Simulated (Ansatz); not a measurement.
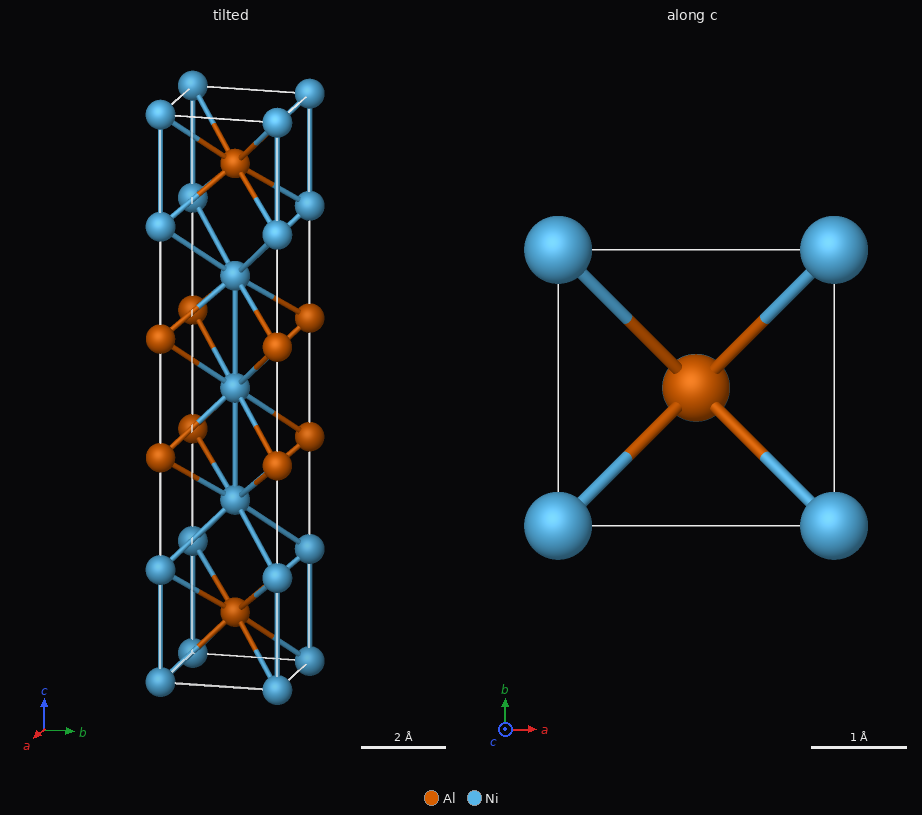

Crystal structure, ball-and-stick style, seen slightly off an axis and along the c axis. The parallelepiped is the conventional unit cell. Cell: a = 2.90 Å, b = 2.90 Å, c = 14.04 Å, α = 90.00°, β = 90.00°, γ = 90.00°.

Provenance: a structure type filled with these elements by a generator (whether the compound takes this form wasn't checked). Earlier steps of the study, as a rule a relaxation of our own, may have changed the cell and positions, so they can lie some per cent off the listed ones. A calculation with Ansatz used it as input.

> What is this?

Chemical formula Al2Ni3. The structure has I4/mmm (No. 139) symmetry and a body-centred tetragonal lattice. Cell content 4 Al, 6 Ni; Z = 2. Counting atoms within bonding range gives coordination numbers of Al 8 and Ni 9 to 10 (mean 9.3).

The calculation used Ansatz, DFT r2SCAN, scalar-relativistic, plane waves, PAW, with E_cut = 500 eV, k-points about 0.15 Å⁻¹ apart, Gaussian smearing of 0.1 eV, no spin polarisation (a spin-restricted run, not always the ground state).

> Classify it as metallic or gapped, with the value.

A metal: bands cross the Fermi level.

> How are the electrons shared out in a Bader analysis?

Al +1.84 e; Ni -1.57 to -1.06 e.

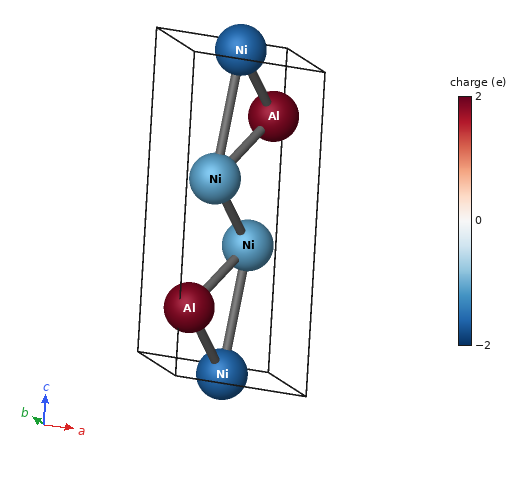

The atoms coloured by those charges. The run's cell of 5 atoms is drawn in a reduced setting, so axes and origin can differ from the first picture.

> Is this an equilibrium geometry for the method given?

No. The largest force is 0.05 eV/Å, on Ni. The pressure is -5.7 GPa, so the cell would contract.
